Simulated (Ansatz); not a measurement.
# PbO2: geometry relaxation (part 2 of 2)

The same run, continued: PbO2 (P4₂/nmc, 6 atoms in the cell); DFT r2SCAN, scalar-relativistic, plane waves, PAW, no spin polarisation (Ansatz 0.2.0); cutoff 500 eV, 10×10×6 k-mesh, Gaussian smearing of 0.1 eV. The structure was made by swapping elements on the sites of another compound; it need not be a known phase. It belongs to a series of runs on one base structure; here: Zr -> Pb on all its sites, cell and atoms relaxed.

Geometry of the input (Å; fractional positions):
```
3.7240  0.0000  0.0000
0.0000  3.7240  0.0000
0.0000  0.0000  5.6401
Pb 0.0000  0.0000  0.0000
Pb 0.5000  0.5000  0.5000
O  0.0000  0.5000  0.3144
O  0.0000  0.5000  0.8144
O  0.5000  0.0000  0.6856
O  0.5000  0.0000  0.1856
```

```
basis re-selected at this cell: Δ(F+E_penalty+E_count) = -2.657e-5 eV, ΔP = -0.000 GPa vs the last step (what re-selecting the basis moved, of the pressure what is left beyond the Pulay correction that the steps carried, after the strain that the cell walked since its last selection, with what the two solves' SCF thresholds leave and, on support functions, any second-order correction that the steps lacked; it is no measure of the basis error at this ecutwfc). This SCF's stress stands 3.66e-2 GPa from its target on what of the cell is left free (relax.cell.stress_tol is 1.00e-1 GPa) and its largest allowed force component is 2.06e-3 eV/Å (relax.f_tol is 1.00e-2 eV/Å): within both
SCF converged after 4 iterations
Free energy (F): -26111.107794 eV
Harris-Foulkes:  -26111.107794 eV  (|F-HF|=1.09e-11)
Internal energy: -26111.107304 eV  (E = F + TS)
E sigma→0 (E₀):  -26111.107549 eV
Entropy (-TS):   -0.000490 eV (-0.082 meV/atom)
Fermi energy:    8.995140 eV
--- Per-component energies (eV) ---
  E_band       = -51.783282
  E_kinetic    = 1283.965202
  E_local      = -3057.377987  (includes V_loc(G=0)·N_el)
  E_nonlocal   = 904.126175
  E_hartree    = 1171.797743
  E_xc         = -698.179586
  E_vxc        = -696.396266  (∫ρ·V_xc dr)
  E_paw        = -21534.055117  (= ΣΔE_a)
  E_vpaw       = -876.179281  (= ΣTr[D̂ρ^β])
  E_aug_tail   = 0.004273  (compensation charges beyond the density's cutoff)
  E_vtau       = 46.479009  (kinetic-family band-sum trace: ∫τ·v_τ [+ j·A + Jᵃ·Aᵃ] dr)
  E_ewald      = -4183.191249
  E_core_change = 1.803241  (= ΣΔE_core)
  E_smearing   = -0.000490  (= −TS)
  E_closure    = 0.000000  (closes the sum)
  Σ components = -26111.107794   (vs F -26111.107794, Δ=0.00e0)
--- Forces (eV/Å), atoms counted from 1 ---
  atom   1  Pb     0.00000000     0.00000000    -0.00000000
  atom   2  Pb     0.00000000     0.00000000     0.00000000
  atom   3  O      0.00000000     0.00000000    -0.00205909
  atom   4  O      0.00000000     0.00000000    -0.00205909
  atom   5  O      0.00000000     0.00000000     0.00205909
  atom   6  O      0.00000000     0.00000000     0.00205909
  max |Σ_I F_I| component: 2.08e-17 eV/Å
--- Stress (GPa, compression-positive) ---
        0.032006       0.000000       0.000000
        0.000000       0.032006       0.000000
        0.000000       0.000000       0.036638
  P = ⅓ Tr σ = 0.0336 GPa (0.336 kbar)
--- Band table (eV; the first three rows and the last of 84) ---
  k-point 0: bands = ["-10.3861", "-9.7206", "-9.6321", "-8.5142", "-6.9271", "-6.9271", "-6.7075", "-6.7075", "-6.6861", "-6.5543", "-6.5084", "-6.4361", "-6.1359", "-4.6569", "2.0099", "4.8302", "4.8302", "6.9477", "7.0351", "7.3848", "7.3848", "7.5431", "7.5431", "8.3120", "8.6870", "8.6870", "8.8593", "11.8188", "16.5961", "17.0259", "18.7014", "18.7014"]
  k-point 1: bands = ["-10.3358", "-9.6834", "-9.6645", "-8.6323", "-6.9135", "-6.9135", "-6.7228", "-6.7228", "-6.6884", "-6.5541", "-6.5513", "-6.5115", "-5.9034", "-4.7168", "2.2310", "4.9391", "4.9391", "6.1834", "6.9305", "6.9305", "7.1267", "7.8613", "7.8613", "8.4804", "8.6952", "8.6952", "9.2399", "11.7525", "16.2879", "16.7081", "18.9002", "18.9002"]
  k-point 2: bands = ["-10.1982", "-9.8223", "-9.4985", "-8.9158", "-6.8761", "-6.8761", "-6.7636", "-6.7636", "-6.6922", "-6.6513", "-6.5429", "-6.5199", "-5.5287", "-4.8931", "2.8614", "4.9745", "5.2489", "5.2489", "6.3405", "6.3405", "7.3876", "8.0907", "8.0907", "8.1889", "8.7080", "8.7080", "10.1663", "11.4998", "15.8774", "16.1550", "19.4434", "19.4434"]
  k-point 83: bands = ["-9.4331", "-9.4331", "-9.4331", "-9.4331", "-6.7052", "-6.7052", "-6.6745", "-6.6745", "-6.6066", "-6.6066", "-5.6842", "-5.6842", "-5.6842", "-5.6842", "0.9070", "0.9070", "4.6969", "4.6969", "6.5679", "6.5679", "6.5679", "6.5679", "8.4024", "8.4024", "8.7679", "8.7679", "13.0827", "13.0827", "18.7090", "18.7090", "18.7090", "18.7090"]
--- Relaxed structure (3 steps of the walk, 3 accepted, 1 SCFs on fresh bases) ---
  F+E_penalty+E_count = -26111.10779444 eV   max|allowed force component| = 2.059e-3 eV/Å   (the final SCF, on the basis selected at the relaxed cell)
  cell:  # Å, volume = 78.2941 Å³
    - [3.7238131803717547, -4.192630516173852e-35, 0.0]
    - [-4.192630516173852e-35, 3.7238131803717547, 0.0]
    - [0.0, 0.0, 5.646160313509331]
  atoms:
    - { symbol: Pb, position: [1.3467937412189733e-37, -3.3669843530474333e-38, 1.2815310482634115e-20] }
    - { symbol: Pb, position: [0.5, 0.5, 0.5] }
    - { symbol: O, position: [-6.733968706094857e-37, 0.5, 0.31507305506601896] }
    - { symbol: O, position: [9.427556188532821e-37, 0.5, 0.8150730550660188] }
    - { symbol: O, position: [0.5, -1.3467937412189687e-37, 0.6849269449339812] }
    - { symbol: O, position: [0.5, -3.3669843530473884e-38, 0.18492694493398112] }
```

Trajectory as extended XYZ (Å, eV, eV/Å), 4 frames, from step=1 to step=4
```
6
Lattice="3.7240 0.0000 0.0000 0.0000 3.7240 0.0000 0.0000 0.0000 5.6401" Properties=species:S:1:pos:R:3:forces:R:3 step=1 energy=-26111.10767 pressure_GPa=0.03
Pb    0.0000    0.0000    0.0000    0.0000   0.0000   0.0000
Pb    1.8620    1.8620    2.8201    0.0000   0.0000   0.0000
O     0.0000    1.8620    1.7732    0.0000   0.0000   0.0154
O     0.0000    1.8620    4.5932    0.0000   0.0000   0.0154
O     1.8620    0.0000    3.8670    0.0000   0.0000  -0.0154
O     1.8620    0.0000    1.0469    0.0000   0.0000  -0.0154
6
Lattice="3.7253 0.0000 0.0000 0.0000 3.7253 0.0000 0.0000 0.0000 5.6426" Properties=species:S:1:pos:R:3:forces:R:3 step=2 energy=-26111.10773 pressure_GPa=-0.06
Pb    0.0000    0.0000    0.0000    0.0000   0.0000   0.0000
Pb    1.8626    1.8626    2.8213    0.0000   0.0000   0.0000
O     0.0000    1.8626    1.7763    0.0000   0.0000   0.0052
O     0.0000    1.8626    4.5976    0.0000   0.0000   0.0052
O     1.8626    0.0000    3.8663    0.0000   0.0000  -0.0052
O     1.8626    0.0000    1.0450    0.0000   0.0000  -0.0052
6
Lattice="3.7238 0.0000 0.0000 0.0000 3.7238 0.0000 0.0000 0.0000 5.6462" Properties=species:S:1:pos:R:3:forces:R:3 step=3 energy=-26111.10777 pressure_GPa=0.03
Pb    0.0000    0.0000    0.0000    0.0000   0.0000   0.0000
Pb    1.8619    1.8619    2.8231    0.0000   0.0000   0.0000
O     0.0000    1.8619    1.7790    0.0000   0.0000  -0.0020
O     0.0000    1.8619    4.6020    0.0000   0.0000  -0.0020
O     1.8619    0.0000    3.8672    0.0000   0.0000   0.0020
O     1.8619    0.0000    1.0441    0.0000   0.0000   0.0020
6
Lattice="3.7238 0.0000 0.0000 0.0000 3.7238 0.0000 0.0000 0.0000 5.6462" Properties=species:S:1:pos:R:3:forces:R:3 step=4 energy=-26111.10779 pressure_GPa=0.03
Pb    0.0000    0.0000    0.0000    0.0000   0.0000   0.0000
Pb    1.8619    1.8619    2.8231    0.0000   0.0000   0.0000
O     0.0000    1.8619    1.7790    0.0000   0.0000  -0.0021
O     0.0000    1.8619    4.6020    0.0000   0.0000  -0.0021
O     1.8619    0.0000    3.8672    0.0000   0.0000   0.0021
O     1.8619    0.0000    1.0441    0.0000   0.0000   0.0021
```

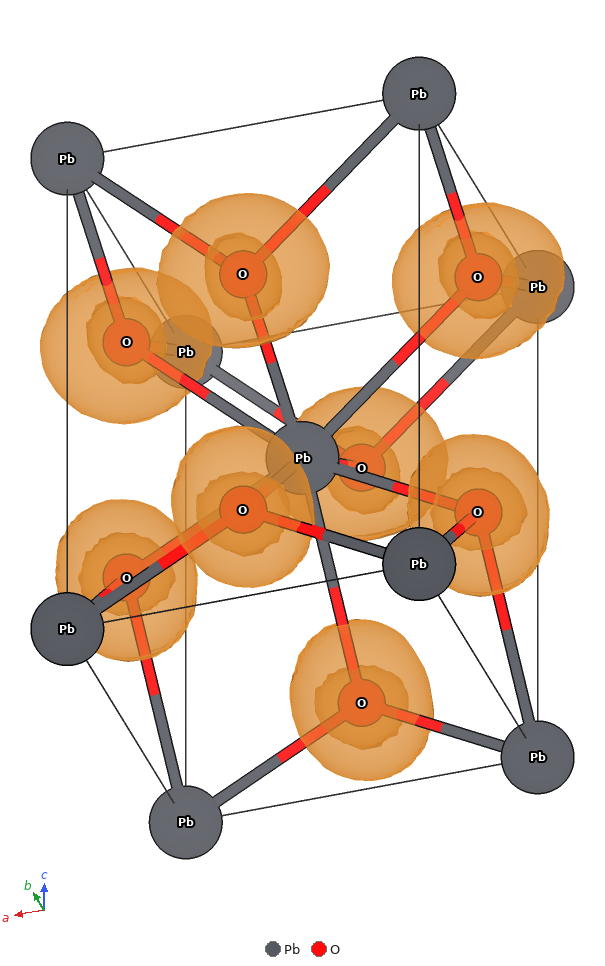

*Isosurface of the electron localisation function at 0.75 (orange), seen at an oblique angle. Core shells and regions of very low density are left out. Sticks mark near contacts. The outline is the cell set on symmetry axes.*

Along the contacts the grid gives the following. Pb–O (2.13 Å): the ELF peaks at about 0.80 in the valence shell of O, 0.6 Å from its nucleus, and drops to about 0.20 between the two atoms; no shared pair; the contact is polar. Core electrons are frozen (PAW), so the fields are smoothed inside the atomic spheres.

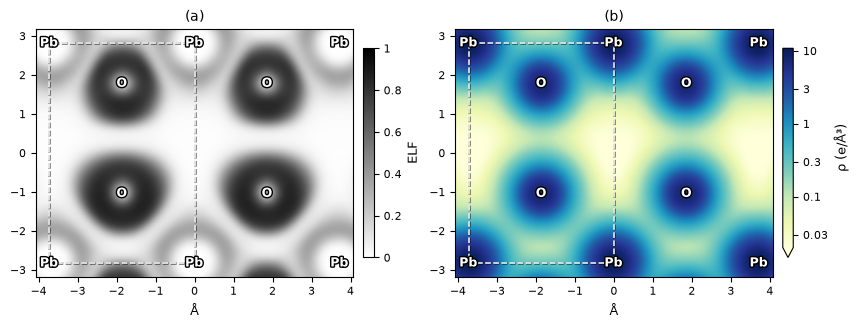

*(a) electron localisation function; (b) valence electron density on the (100) plane of the conventional cell.*

The section cuts through Pb and O sites. Pb–O (2.13 Å): ρ is about 0.67 e/Å³ halfway; the ELF peaks at about 0.80 in the valence shell of O, 0.6 Å from its nucleus, and drops to about 0.20 between the two atoms; no shared pair; the contact is polar. Away from the nuclei the density in this plane falls to 0.02 e/Å³ at its lowest.
